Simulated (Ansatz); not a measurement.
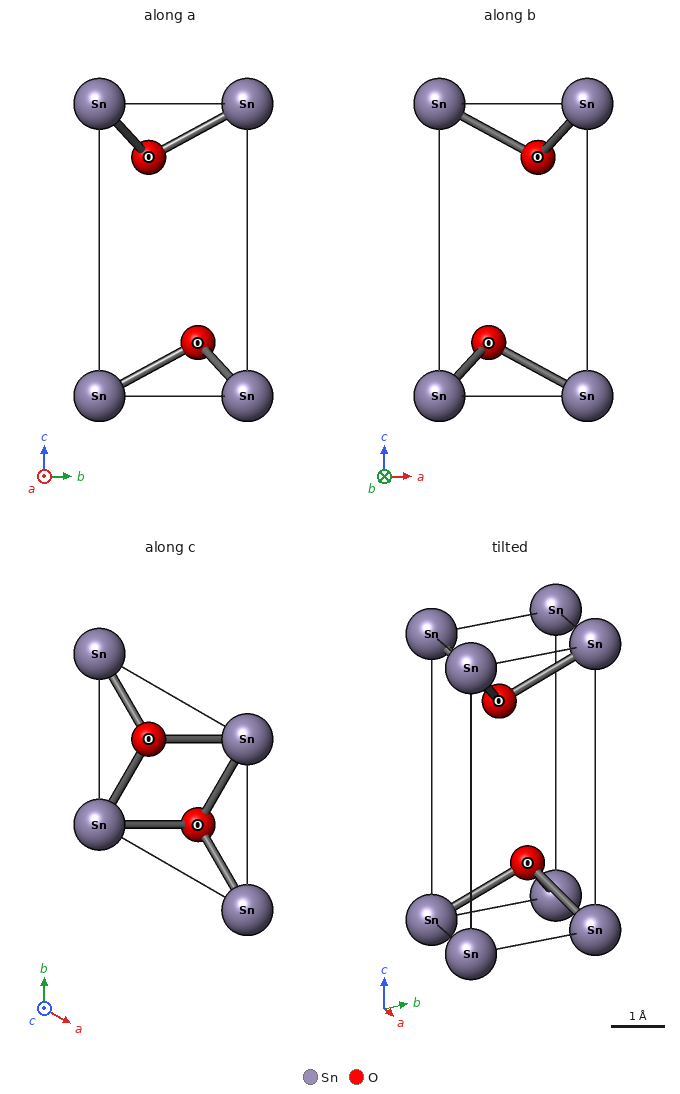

Structure drawing (ball-and-stick), viewed along the a axis, along the b axis, along the c axis and slightly off an axis. One conventional unit cell is framed, with atoms on its boundary repeated.

Lattice parameters: a = 3.228 Å, b = 3.228 Å, c = 5.522 Å, α = 90.00°, β = 90.00°, γ = 120.00°. Put a along x and b in the xy plane.

Question: Express the structure as a POSCAR file, with free fractional coordinates to two decimals.

Answer:
```
Sn O
1.0
     3.228    0.000    0.000
    -1.614    2.796    0.000
     0.000    0.000    5.522
Sn O
1 2
Direct
  0.00 0.00 0.00
  0.3333 0.6667 0.18
  0.6667 0.3333 0.82
```

The structure was taken from a random cell made by a generator, so it need not be a real form of the compound. Earlier steps of the study, as a rule a relaxation of our own, may have changed the cell and positions, so they can lie some per cent off the listed ones. A calculation with Ansatz used it as input.
